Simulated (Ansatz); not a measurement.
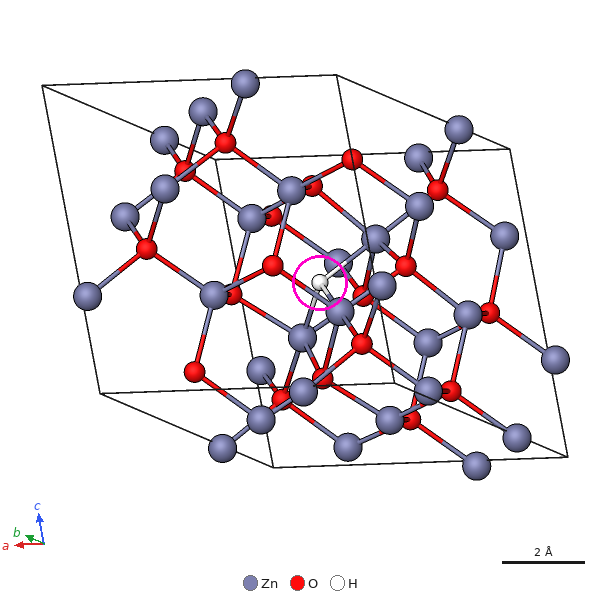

A ball-and-stick rendering, viewed from a general direction. The wireframe shows the supercell. The host is ZnO, in a cell of 36 sites, and the cell carries a charge of -1. A ring marks the defect's site.

> What kind of defect was put in?

An interstitial hydrogen atom. It is bonded to three Zn in a trigonal pyramidal arrangement at about 1.9 Å.

The atoms were relaxed in the host's cell with Ansatz, DFT PBE, scalar-relativistic, plane waves, PAW.
